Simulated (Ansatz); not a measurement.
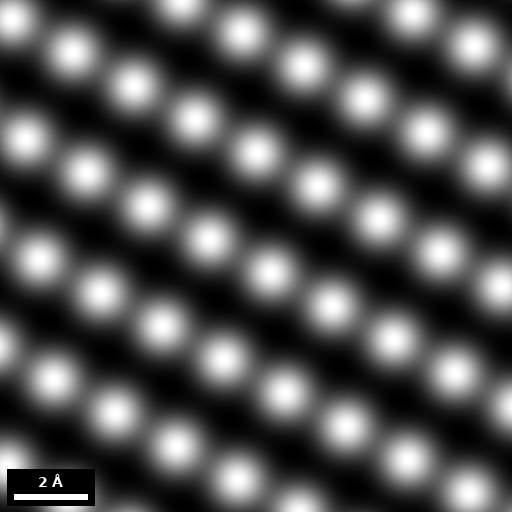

Dark-field STEM-like image of Al (Pm-3m, No. 221) along [110]. Simulation: incoherent imaging, intensity Z^1.6 per atom, probe width 1.26 Å, thin sample. The probe carries 15 % of its weight in a tail 2.5 times as wide. Structure: the geometry relaxed with DFT, PBEsol, plane waves (420 eV) with PAW, scalar-relativistic (Ansatz); the starting structure was generated, so it need not be a known form of this composition.

Describe what the image shows.

The columns repeat on a rectangular net of 1.91 × 2.70 Å (plane group p2mm). All columns are alike (Al). The shortest distance between visible columns is 1.91 Å in projection. Along the beam the structure repeats every 3.82 Å.
